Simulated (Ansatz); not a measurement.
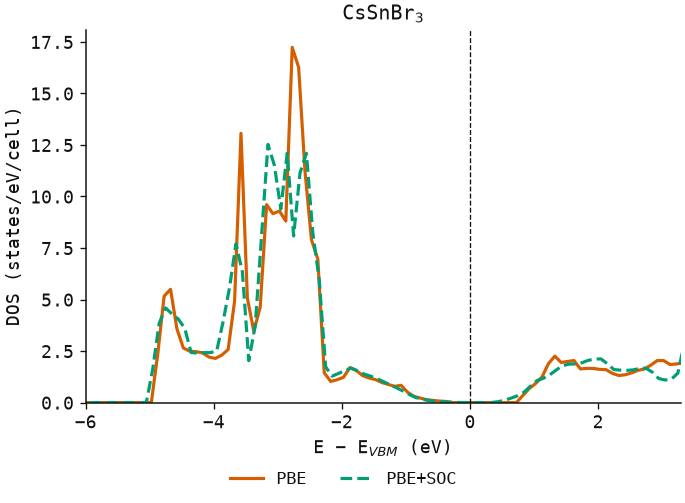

Total densities of states of CsSnBr$_{3}$, space group Pm-3m (No. 221), 5 atoms in the cell, by two methods on the same cell. Each is counted from its own valence-band top.

What changes from one method to the other?

Answer. PBE gives a gap of 0.65 eV and PBE+SOC gives a gap of 0.29 eV. In the window shown, the tallest filled peak lies at −2.8 eV in PBE and −3.2 eV in PBE+SOC.

Settings. PBE: DFT PBE, scalar-relativistic, plane waves, PAW, no spin polarisation, 6×6×6 k mesh, 420 eV cutoff (Ansatz 0.2.0). PBE+SOC: DFT PBE, spin-orbit coupling, plane waves, PAW, 6×6×6 k mesh, 420 eV cutoff, Gaussian smearing of 0.02 eV (Ansatz 0.2.0).
